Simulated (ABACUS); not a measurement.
# Energy of Pt along an even scaling of the cell

System: Pt (Im-3m, 1 atom in the cell).
Method: Kohn-Sham DFT of a periodic cell, PBE, PseudoDojo NC SR 0.4.1 PBE standard, no spin polarisation (ABACUS 3.10.1).

The 7 runs differ only in the geometry, by an even scaling of the cell at fixed fractional positions. The structure derives from a Materials Project entry.

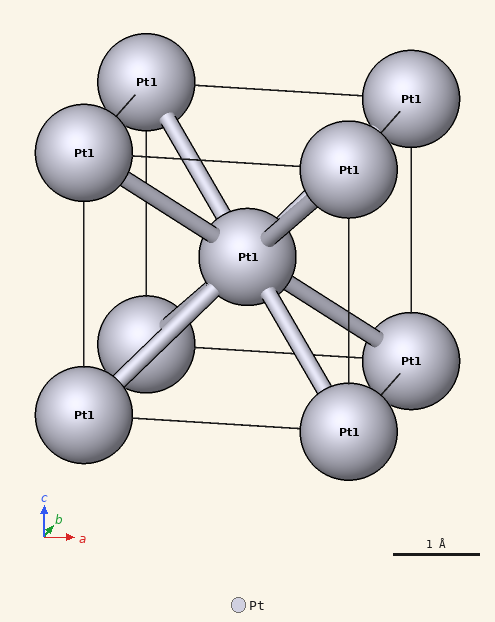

Figure 1. The structure of run 4 (ball-and-stick view of the cell 2 times as large as that of the calculation, set on its symmetry axes, seen slightly off an axis; atoms are numbered from 1 in the order of the input).

### Input file of run 4
```
INPUT_PARAMETERS
suffix              Pt
calculation         scf
basis_type          lcao
pseudo_dir          ./
orbital_dir         ./
symmetry            1
dft_functional      pbe
ecutwfc             100
pseudo_rcut         10
nspin               1
nbands              13
ks_solver           genelpa
smearing_method     fd
smearing_sigma      0.00367493
scf_thr             1e-07
scf_nmax            100
mixing_type         broyden
mixing_beta         0.7
cal_force           1
cal_stress          1
out_mul             1
out_chg             1
out_pot             2
out_elf             1
```

### File STRU of run 4
```
ATOMIC_SPECIES
Pt 195.0840 Pt.upf

NUMERICAL_ORBITAL
Pt_confined-atom_7au_3s2p2d1f.orb

LATTICE_CONSTANT
1.8897261246

LATTICE_VECTORS
-1.5842200000 1.5842200000 1.5842200000
1.5842200000 -1.5842200000 1.5842200000
1.5842200000 1.5842200000 -1.5842200000

ATOMIC_POSITIONS
Direct

Pt
0.0
1
0.0000000000 0.0000000000 0.0000000000 1 1 1
```

### File KPT of run 4
```
K_POINTS
0
Gamma
12 12 12 0 0 0
```

Command:
```bash
OMP_NUM_THREADS=1 mpirun -np 4 abacus > log
```

Run 2 differs from it as follows:
```diff
-out_chg             1
-out_pot             2
-out_elf             1
--1.5842200000 1.5842200000 1.5842200000
-1.5842200000 -1.5842200000 1.5842200000
-1.5842200000 1.5842200000 -1.5842200000
+-1.5628089970 1.5628089970 1.5628089970
+1.5628089970 -1.5628089970 1.5628089970
+1.5628089970 1.5628089970 -1.5628089970
```

### Results, with one run withheld

| run | volume per atom (Å³) | free energy per atom, from the lowest run given (meV) | pressure (GPa) |
| --- | --- | --- | --- |
| 1 | 14.950 | 46.23 | 16.92 |
| 2 | 15.268 | ? | ? |
| 3 | 15.586 | 4.31 | 4.74 |
| 4 | 15.904 | 0.00 | −0.29 |
| 5 | 16.222 | 5.03 | −4.69 |
| 6 | 16.540 | 18.23 | −8.56 |
| 7 | 16.858 | 38.76 | −11.95 |

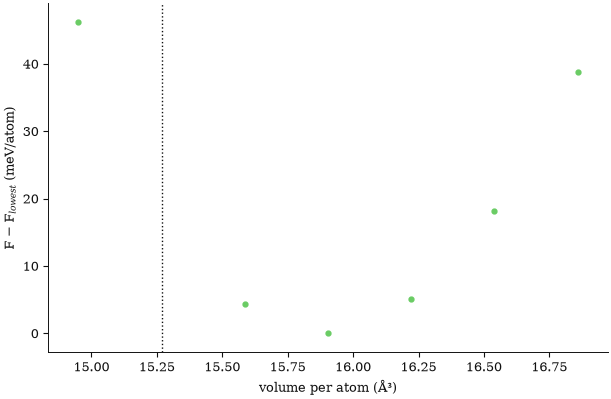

Figure 2. Free energy per atom of the runs given; the dotted line marks run 2.

Fit the runs given and predict run 2.

A cubic polynomial in V^(−2/3) (the Birch–Murnaghan form), fitted to the 6 runs given, misses them by at most 0.03 meV per atom. With x = V^(−2/3) − 0.15756 Å⁻², it reads F = 0.47087 − 1438.2 x + 1.0448e+06 x² + 4.4313e+06 x³ (meV per atom). At run 2 it gives 19.25 meV per atom, and the run itself gives 19.25. The slope of the fit gives a pressure −dF/dV of 10.43 GPa there, and the run prints 10.44 GPa. The fit has its minimum at 15.886 Å³ per atom, where V d²F/dV² gives 237 GPa: the bulk modulus at this level, since symmetry fixes the shape and the positions.

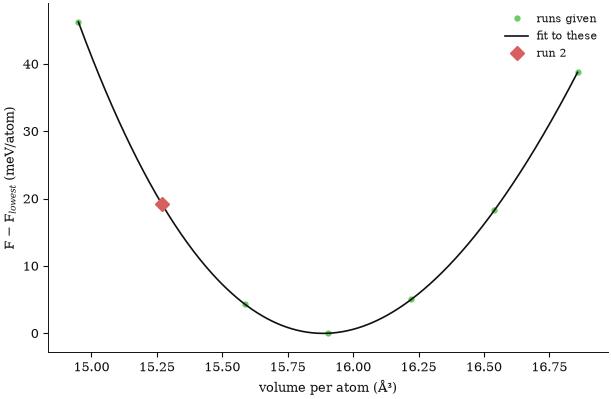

Figure 3. The fit and the withheld run.

### Some lines of the output (run 2)
```
[...]
                          Volume (Bohr^3) = 103.033
                             Volume (A^3) = 15.2678
 E_Fermi        1.7498472602         23.8078933678
 E_Fermi        1.6625964676         22.6207854337
 E_Fermi        1.6877536909         22.9630670173
 E_Fermi        1.6836720350         22.9075332393
 E_Fermi        1.6837768633         22.9089595014
 E_Fermi        1.6837510151         22.9086078180
 E_KS(sigma->0) -261.1715359802      -3553.4210447421
 E_Fermi        1.6837518878         22.9086196919
 final etot is -3553.4239065 eV
 EFERMI = 22.908619692 eV
 TOTAL-PRESSURE: 104.412733 KBAR
 !FINAL_ETOT_IS -3553.4239065409437899 eV
```

Notes: Points of doubt noted for this run: home made orbitals. Spin–orbit coupling is left out, which matters for Pt.
